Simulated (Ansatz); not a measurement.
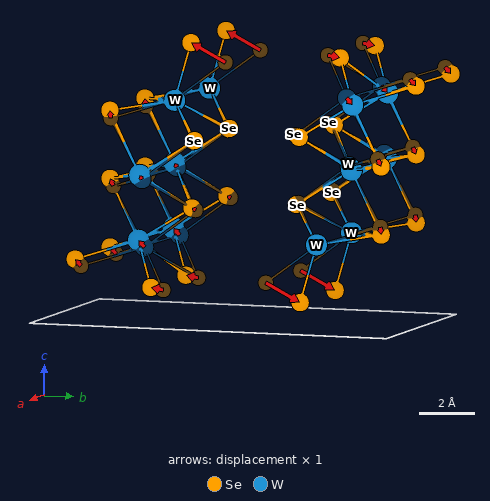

A relaxation of a slab of composition W$_{3}$Se$_{7}$ (cut from the P6_3/mmc phase). The starting structure is drawn faded, the final one solid; red arrows show the displacements, at their true length.

A ball-and-stick model of the 2 × 1 repeat of the cell, outlined in the plane, without the vacuum (origin shifted), seen slightly off an axis.

Case: (1 0 1) slab, atoms relaxed. The slab is the (1 0 1) face of WSe2.

Level of theory: Ansatz 0.2.0, DFT PBEsol, scalar-relativistic, plane waves, PAW.

The input:
```yaml
crystal:
  lattice:
    - [3.2711503925, 0.0, 0.0]
    - [-1.6355751962, 13.5207768413, 0.0]
    - [0.0, 0.0, 23.5498361009]
  atoms:
    - { symbol: Se, position: [0.2093066358, 0.4186132716, 0.318473554] }
    - { symbol: Se, position: [0.8345928058, 0.6691856117, 0.3286551806] }
    - { symbol: Se, position: [0.0882510926, 0.1765021853, 0.3482591397] }
    - { symbol: W, position: [0.6560954378, 0.3121908757, 0.3725742653] }
    - { symbol: W, position: [0.9097537246, 0.8195074493, 0.3921782245] }
    - { symbol: Se, position: [0.4775980698, 0.9551961397, 0.41649335] }
    - { symbol: Se, position: [0.7312563566, 0.4625127133, 0.4360973092] }
    - { symbol: Se, position: [0.3565425267, 0.7130850533, 0.4462789357] }
    - { symbol: Se, position: [0.6102008135, 0.2204016269, 0.4658828949] }
    - { symbol: W, position: [0.1780451587, 0.3560903173, 0.4901980204] }
    - { symbol: W, position: [0.4317034455, 0.8634068909, 0.5098019796] }
    - { symbol: Se, position: [0.9995477906, 0.9990955813, 0.5341171051] }
    - { symbol: Se, position: [0.2532060775, 0.5064121549, 0.5537210643] }
    - { symbol: Se, position: [0.8784922475, 0.756984495, 0.5639026908] }
    - { symbol: Se, position: [0.1321505343, 0.2643010686, 0.58350665] }
    - { symbol: W, position: [0.6999948795, 0.399989759, 0.6078217755] }
    - { symbol: W, position: [0.9536531663, 0.9073063326, 0.6274257347] }
    - { symbol: Se, position: [0.5214975115, 0.0429950229, 0.6517408603] }
    - { symbol: Se, position: [0.7751557983, 0.5503115966, 0.6713448194] }
    - { symbol: Se, position: [0.4004419683, 0.8008839366, 0.681526446] }
basis:
  ecutwfc: 420
kpoints:
  mp_grid: { grid: [8, 2, 1] }
hamiltonian:
  xc: pbesol
scf:
  occupations: { method: gaussian, width: 0.05 }
output:
  forces: true
  eigenvalues: true
  write_density: true
  write_potential: true
  elf: true
  volumetric_format: npy
relax:
  adjacent_minimum: "off"
  f_tol: 0.02
  max_steps: 60
efield:
  axis: 3
  dipole_correction: true
  ramp_width: 0.04
```

Command:
```bash
ansatz run input.yaml --threads 2 --pin off --max-ram 5120MiB --backend cpu --events-out ev --progress --plain --runs-dir out
```

> Which element moves most?

Selenium: up to 1.52 Å, against 0.35 Å for tungsten.

> What did the optimiser do to the structure, and how much energy did it gain?

The energy falls by 2.544 eV per cell of the calculation in 12 accepted moves (13 points after the start). Largest force component: 2.4 eV/Å at the start, 0.011 eV/Å at the end. The line search rejected the trial step at point 11 of the run. The largest moves relative to the layer's centre, 1.52 Å, are those of Se2 and Se19. Se19 goes at 65° to the normal (+c side). Largest moves by element: Se 1.52 Å, W 0.35 Å. The cell stays as it was. Some distances before and after: Se13–Se19 3.271 → 3.825 Å, Se9–Se12 3.770 → 3.352 Å, Se15–Se18 3.770 → 3.357 Å, Se2–W5 2.524 → 2.272 Å. Among the angles between lasting bonds that change: Se15–W16–Se19 136.1° → 108.1°, Se13–W16–Se19 80.8° → 106.4°, Se13–W16–Se15 136.1° → 145.5°.
